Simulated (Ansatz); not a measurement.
Geometry relaxation of Al3GaAs4 (part 1 of 2)

Al3GaAs4 (8 atoms in the cell), computed with DFT PBE, scalar-relativistic, plane waves, PAW, no spin polarisation (Ansatz 0.2.0).

The structure was made by a generator, so it may or may not be a known phase.

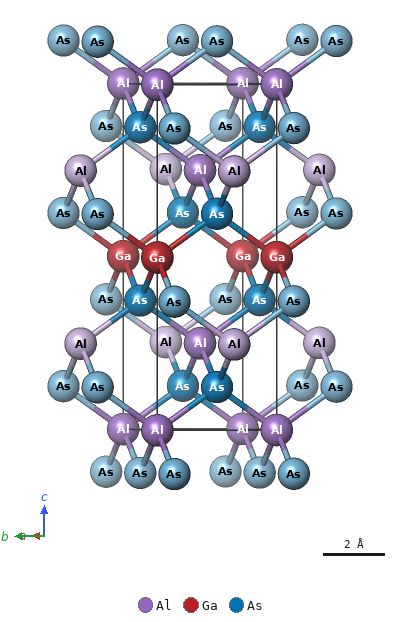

*The input geometry (ball-and-stick view of the cell of the calculation, seen at an oblique angle; neighbours outside the cell are drawn fainter).*

Near neighbours in the crystal (not all of them lie inside the picture): Al has 4 As at 2.48 Å; Ga has 4 As at 2.49 Å; As has 2 Al at 2.48 Å and 2 Ga at 2.49 Å; As has 4 Al at 2.48 Å.

**Input file**
```yaml
crystal:
  lattice:
    - [4.0744169849, 0.0, 0.0]
    - [0.0, 4.0744169849, 0.0]
    - [0.0, 0.0, 11.3413291772]
  atoms:
    - { symbol: Al, position: [0.0, 0.0, 0.0] }
    - { symbol: Al, position: [0.5, 0.5, 0.2497253671] }
    - { symbol: Al, position: [0.5, 0.5, 0.7502746329] }
    - { symbol: Ga, position: [0.0, 0.0, 0.5] }
    - { symbol: As, position: [0.5, 0.0, 0.3739419223] }
    - { symbol: As, position: [0.0, 0.5, 0.6260580777] }
    - { symbol: As, position: [0.5, 0.0, 0.8750978522] }
    - { symbol: As, position: [0.0, 0.5, 0.1249021478] }
basis:
  ecutwfc: 420
kpoints:
  mp_grid: { grid: [8, 8, 4] }
hamiltonian:
  xc: pbe
scf:
  occupations: { method: gaussian, width: 0.02 }
output:
  forces: true
  stress: true
  eigenvalues: true
  write_density: true
  write_potential: true
  elf: true
  volumetric_format: npy
relax:
  adjacent_minimum: "off"
  f_tol: 0.01
  max_steps: 80
  cell: { stress_tol: 0.05 }
```

Run as:
```bash
ansatz run input.yaml --threads 1 --pin off --max-ram 2560MiB --backend cpu --events-out ev --progress --plain --runs-dir out
```

**What the program printed**
```
Engine: ansatz 0.2.0, aarch64-unknown-linux-gnu
Pseudopotentials: kind: paw
Pseudopotential: Al, paw, valence charge 3, recommended cutoff 420 eV (normal), Al.paw.azcp
Pseudopotential: Ga, paw, valence charge 13, recommended cutoff 420 eV (normal), Ga.paw.azcp
Pseudopotential: As, paw, valence charge 15, recommended cutoff 420 eV (normal), As.paw.azcp
Functional definition: PBE
  parameter kappa = 0.804
  parameter beta = 0.06672455060314922
  exchange = pbe_x(kappa = kappa, mu = beta*pi^2/3)
  correlation = pbe_c(beta = beta)
Crystal: 8 atoms, lattice volume = 188.276 Å³
Basis set: ecut = 420 eV, 3693 PW (Γ), exchange–correlation on 60×60×160 points (8 copies of the dense FFT grid, shifted against one another)
Bands: 50, of which v1, the nominal top of the filled ones, is band 41 counted from 1 (40 counted from 0)
Symmetry: 8 space group operations
Space group: P-4m2 (ITA 115), of the structure as read, at distance tolerance 5.7e-5 Å
k-points: 45 of 256 (time reversal used)
Non-local potential: Al, projectors of the file, l = 0: 2, l = 1: 2, l = 2: 1
Non-local potential: Ga, projectors of the file, l = 0: 2, l = 1: 2, l = 2: 3, l = 3: 1
Non-local potential: As, projectors of the file, l = 0: 2, l = 1: 2, l = 2: 3, l = 3: 1
PAW form: soft (Blöchl's): semilocal exchange-correlation on the pseudo side does not see the compensation charge
PAW one-centre angular grid: Al, 110 points (default); XC on 64 Gauss nodes
PAW one-centre angular grid: Ga, 590 points (default); XC on 64 Gauss nodes
PAW one-centre angular grid: As, 590 points (default); XC on 64 Gauss nodes
Initial density: superposition of atomic densities (neutral atoms: chi_scale 0, normalization atom), corrected by the library's trained network
Initial wavefunctions: pseudopotential atomic-orbital guess
Functional: x = pbe(κ = 0.804, μ = 0.2195149727645171), c = pbe(β = 0.06672455060314922)
SCF iter   1: F=—  HF=-24823.689056 eV  |F-HF|=—  |Δ(HF+E_count)|=         —  Δρ=1.78e-3  dr2=1.15e-2  ethr=1.77e-3  ⟨swp⟩=7.1  Hψ=8887  notcnv=0  defer=4
preconditioner: auto → Resta (q_TF=auto, 2.375 Å⁻¹)  ε∞=3.6  [insulator: Δε(μ)=1.223 eV  Ē_g=10.787 eV  σ=0.020 eV  W_gap=1.00  n_scr=48 (ndim 8)  ℏωp=17.5 eV  f_vac=0.025  D(μ)=0.00/eV (n_scr^D=0)  ε∞_Penn≈3.6]
SCF iter   2: F=—  HF=-24823.685243 eV  |F-HF|=—  |Δ(HF+E_count)|=   3.81e-3  Δρ=9.24e-4  dr2=3.01e-3  ethr=1.40e-5  ⟨swp⟩=2.0  Hψ=3813  notcnv=0  defer=148
SCF iter   3: F=—  HF=-24823.685156 eV  |F-HF|=—  |Δ(HF+E_count)|=   8.68e-5  Δρ=5.13e-4  dr2=4.23e-4  ethr=3.67e-6  ⟨swp⟩=2.0  Hψ=3298  notcnv=0  defer=148
SCF iter   4: F=—  HF=-24823.684842 eV  |F-HF|=—  |Δ(HF+E_count)|=   3.14e-4  Δρ=1.67e-4  dr2=8.38e-5  ethr=5.16e-7  ⟨swp⟩=2.3  Hψ=3412  notcnv=0  defer=148
SCF iter   5: F=—  HF=-24823.685008 eV  |F-HF|=—  |Δ(HF+E_count)|=   1.67e-4  Δρ=5.17e-5  dr2=6.19e-6  ethr=1.02e-7  ⟨swp⟩=2.0  Hψ=3945  notcnv=0  defer=148
SCF iter   6: F=—  HF=-24823.685010 eV  |F-HF|=—  |Δ(HF+E_count)|=   1.45e-6  Δρ=2.65e-5  dr2=1.70e-6  ethr=7.55e-9  ⟨swp⟩=2.0  Hψ=3947  notcnv=0  defer=148
SCF iter   7: F=-24823.685011 eV  HF=-24823.685011 eV  |F-HF|=2.68e-7  |Δ(HF+E_count)|=   1.07e-6  Δρ=7.80e-6  dr2=8.82e-8  ethr=1.22e-10  ⟨swp⟩=11.2  Hψ=15917  notcnv=0
SCF 1 converged in 7 iterations: F = -24823.685011 eV  dr2 = 8.82e-8
  greatest PAW one-centre occupation: 0.999 electrons in one spin orbital (limit 2), on the As atom at site 5 (counted from 0), in its partial waves of l = 2
relax step   1: F+E_penalty+E_count = -24823.68501126 eV  Δ(F+E_penalty+E_count) = +0.000e0 eV  max|allowed force component| = 1.136e-2 eV/Å  Δτ_max = 0.0000 Å  P = +0.041 GPa  Ω = 188.276 Å³  (7 SCF iters, dr2 threshold 1.00e-7 eV, accepted)
Crystal: 8 atoms, lattice volume = 188.428 Å³
Basis set: ecut = 420 eV, 3679 PW (Γ), exchange–correlation on 60×60×160 points (8 copies of the dense FFT grid, shifted against one another)
Initial density: handed on by an earlier stage of this run
Initial wavefunctions: those handed on with the density
iter 1 solved again at ethr=1.16e-6 eV; its pass at ethr=3.10e-3 eV (dr2=9.50e-4 eV) is discarded
SCF iter   1: F=—  HF=-24823.689317 eV  |F-HF|=—  |Δ(HF+E_count)|=         —  Δρ=7.25e-4  dr2=9.83e-4  ethr=1.16e-6  ⟨swp⟩=3.5  Hψ=11880  notcnv=0
preconditioner: auto → Resta (q_TF=auto, 2.375 Å⁻¹)  ε∞=3.6  [insulator: Δε(μ)=1.267 eV  Ē_g=10.790 eV  σ=0.020 eV  W_gap=1.00  n_scr=48 (ndim 8)  ℏωp=17.5 eV  f_vac=0.020  D(μ)=0.00/eV (n_scr^D=0)  ε∞_Penn≈3.6]
SCF iter   2: F=—  HF=-24823.689355 eV  |F-HF|=—  |Δ(HF+E_count)|=   3.83e-5  Δρ=4.51e-4  dr2=3.93e-4  ethr=1.16e-6  ⟨swp⟩=1.0  Hψ=2250  notcnv=0
SCF iter   3: F=—  HF=-24823.689491 eV  |F-HF|=—  |Δ(HF+E_count)|=   1.35e-4  Δρ=3.66e-5  dr2=3.28e-6  ethr=4.79e-7  ⟨swp⟩=2.0  Hψ=2968  notcnv=0
SCF iter   4: F=-24823.689493 eV  HF=-24823.689493 eV  |F-HF|=4.52e-7  |Δ(HF+E_count)|=   1.86e-6  Δρ=1.71e-5  dr2=5.00e-7  ethr=9.76e-10  ⟨swp⟩=11.1  Hψ=18753  notcnv=0
SCF 2 converged in 4 iterations: F = -24823.689493 eV  dr2 = 5.00e-7
  Residual-converged pass: ⟨swp⟩=1.1  Hψ=2435  notcnv=0  max |occ|·‖R‖ = 7.1e-9 eV (tolerance 1.0e-8 eV)  dr2=5.00e-7  dr2_onsite=6.23e-8  max |Δocc| = 0.0e0
relax step   2: F+E_penalty+E_count = -24823.68949310 eV  Δ(F+E_penalty+E_count) = -4.482e-3 eV  max|allowed force component| = 9.637e-3 eV/Å  Δτ_max = 0.0010 Å  P = -0.006 GPa  Ω = 188.428 Å³  energy of the carried Pulay correction = -2.769e-5 eV  (4 SCF iters, dr2 threshold 8.00e-7 eV, accepted)
Crystal: 8 atoms, lattice volume = 188.413 Å³
iter 1 solved again at ethr=2.90e-8 eV; its pass at ethr=3.10e-3 eV (dr2=2.38e-5 eV) is discarded
SCF iter   1: F=—  HF=-24823.689607 eV  |F-HF|=—  |Δ(HF+E_count)|=         —  Δρ=1.35e-4  dr2=2.93e-5  ethr=2.90e-8  ⟨swp⟩=3.1  Hψ=10247  notcnv=0  defer=1
preconditioner: auto → Resta (q_TF=auto, 2.375 Å⁻¹)  ε∞=3.6  [insulator: Δε(μ)=1.268 eV  Ē_g=10.791 eV  σ=0.020 eV  W_gap=1.00  n_scr=48 (ndim 8)  ℏωp=17.5 eV  f_vac=0.020  D(μ)=0.00/eV (n_scr^D=0)  ε∞_Penn≈3.6]
SCF iter   2: F=—  HF=-24823.689700 eV  |F-HF|=—  |Δ(HF+E_count)|=   9.31e-5  Δρ=8.23e-5  dr2=1.13e-5  ethr=2.90e-8  ⟨swp⟩=1.0  Hψ=2250  notcnv=0
SCF iter   3: F=—  HF=-24823.689701 eV  |F-HF|=—  |Δ(HF+E_count)|=   8.20e-7  Δρ=6.67e-6  dr2=1.01e-7  ethr=1.38e-8  ⟨swp⟩=2.0  Hψ=2947  notcnv=0
SCF iter   4: F=-24823.689701 eV  HF=-24823.689701 eV  |F-HF|=8.48e-9  |Δ(HF+E_count)|=   1.47e-9  Δρ=4.07e-6  dr2=2.11e-8  ethr=4.32e-11  ⟨swp⟩=8.8  Hψ=14161  notcnv=0
SCF 3 converged in 4 iterations: F = -24823.689701 eV  dr2 = 2.11e-8
relax step   3: F+E_penalty+E_count = -24823.68970122 eV  Δ(F+E_penalty+E_count) = -2.081e-4 eV  max|allowed force component| = 1.334e-3 eV/Å  Δτ_max = 0.0012 Å  P = -0.002 GPa  Ω = 188.413 Å³  energy of the carried Pulay correction = -2.497e-5 eV  (4 SCF iters, dr2 threshold 3.54e-8 eV, accepted)
Initial wavefunctions: pseudopotential atomic-orbital guess (no wavefunctions were taken with the density)
iter 1 solved again at ethr=1.23e-7 eV; its pass at ethr=3.10e-3 eV (dr2=1.01e-4 eV) is discarded
SCF iter   1: F=—  HF=-24823.689407 eV  |F-HF|=—  |Δ(HF+E_count)|=         —  Δρ=7.61e-5  dr2=2.58e-7  ethr=1.23e-7  ⟨swp⟩=3.1  Hψ=13965  notcnv=0
preconditioner: auto → Resta (q_TF=auto, 2.375 Å⁻¹)  ε∞=3.6  [insulator: Δε(μ)=1.269 eV  Ē_g=10.791 eV  σ=0.020 eV  W_gap=1.00  n_scr=48 (ndim 8)  ℏωp=17.5 eV  f_vac=0.020  D(μ)=0.00/eV (n_scr^D=0)  ε∞_Penn≈3.6]
SCF iter   2: F=—  HF=-24823.689695 eV  |F-HF|=—  |Δ(HF+E_count)|=   2.89e-4  Δρ=3.85e-5  dr2=6.72e-8  ethr=3.15e-10  ⟨swp⟩=2.0  Hψ=3188  notcnv=0
SCF iter   3: F=—  HF=-24823.689764 eV  |F-HF|=—  |Δ(HF+E_count)|=   6.83e-5  Δρ=3.15e-6  dr2=6.49e-9  ethr=8.19e-11  ⟨swp⟩=2.0  Hψ=2892  notcnv=0
SCF iter   4: F=—  HF=-24823.689764 eV  |F-HF|=—  |Δ(HF+E_count)|=   4.06e-7  Δρ=5.37e-7  dr2=4.96e-10  ethr=7.92e-12  ⟨swp⟩=2.0  Hψ=4091  notcnv=0
SCF iter   5: F=—  HF=-24823.689764 eV  |F-HF|=—  |Δ(HF+E_count)|=  8.40e-10  Δρ=2.72e-7  dr2=1.32e-10  ethr=1.00e-12  ⟨swp⟩=6.2  Hψ=9777  notcnv=0
SCF iter   6: F=-24823.689764 eV  HF=-24823.689764 eV  |F-HF|=3.64e-11  |Δ(HF+E_count)|=  7.79e-10  Δρ=1.11e-7  dr2=2.72e-11  ethr=1.00e-12  ⟨swp⟩=5.7  Hψ=9102  notcnv=0
SCF 4 converged in 6 iterations: F = -24823.689764 eV  dr2 = 2.72e-11
relax step   4: F+E_penalty+E_count = -24823.68976398 eV  Δ(F+E_penalty+E_count) = -6.276e-5 eV  max|allowed force component| = 1.330e-3 eV/Å  Δτ_max = 0.0000 Å  P = -0.001 GPa  Ω = 188.413 Å³  stress off target by 5.08e-3 GPa  SCF on the basis re-selected at this cell (its energy is not comparable with the rows above)  (6 SCF iters)
```

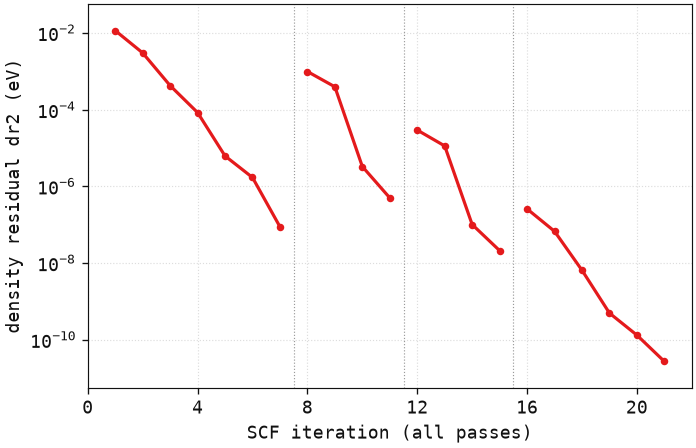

*Convergence of the self-consistent field: density residual dr2 against the SCF iteration. The dotted lines part the SCF passes of the relaxation: geometry steps, rejected trials and re-solves on a re-selected basis.*

The passes take 7, 4, 4 and 6 iterations.

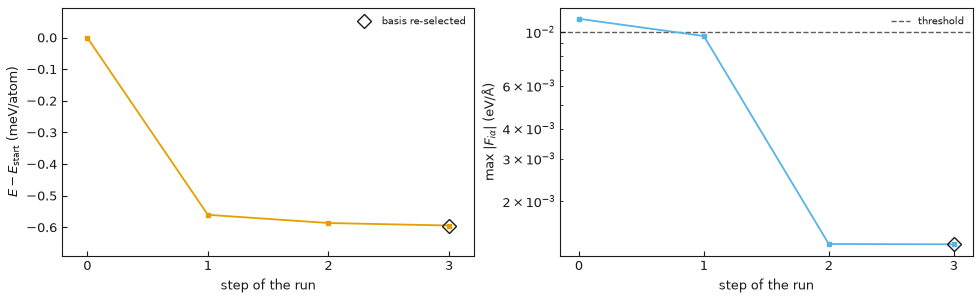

*Progress of the relaxation, step by step (the first geometry is step 0 here and step 1 in the log).*

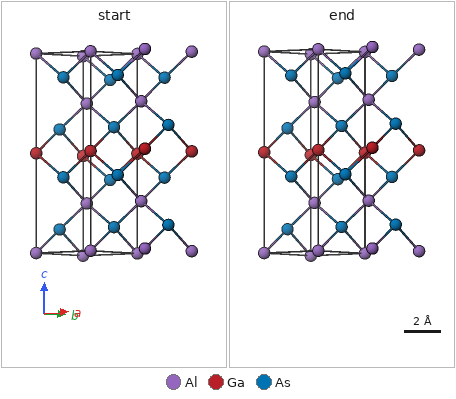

*Before (left) and after (right) the relaxation, at one scale (ball-and-stick view of the cell of the calculation, repeated 2 × 1 × 1, seen at an oblique angle).*

The energy falls by 0.6 meV per atom in 2 geometry steps. The largest force component goes from 0.011 to 0.0013 eV/Å. The pressure goes from 0.04 to 0.00 GPa. The atoms keep their places relative to the cell (all moves are under 0.005 Å). The volume changes by +0.1 %, with a = b 4.074 → 4.055 Å (−0.5 %), c 11.341 → 11.456 Å (+1.0 %). The space group stays P-4m2 (No. 115). A last SCF at the same geometry on a re-selected plane-wave basis shifts the energy by next to nothing (0.0 meV per atom).

```
basis re-selected at this cell: Δ(F+E_penalty+E_count) = -6.276e-5 eV, ΔP = +0.000 GPa vs the last step (what re-selecting the basis moved, of the pressure what is left beyond the Pulay correction that the steps carried, after the strain that the cell walked since its last selection, with what the two solves' SCF thresholds leave and, on support functions, any second-order correction that the steps lacked; it is no measure of the basis error at this ecutwfc). This SCF's stress stands 5.08e-3 GPa from its target on what of the cell is left free (relax.cell.stress_tol is 5.00e-2 GPa) and its largest allowed force component is 1.33e-3 eV/Å (relax.f_tol is 1.00e-2 eV/Å): within both
SCF converged after 6 iterations
Free energy (F): -24823.689764 eV
Harris-Foulkes:  -24823.689764 eV  (|F-HF|=3.64e-11)
Internal energy: -24823.689764 eV  (E = F + TS)
E sigma→0 (E₀):  -24823.689764 eV
Fermi energy:    7.011635 eV
```
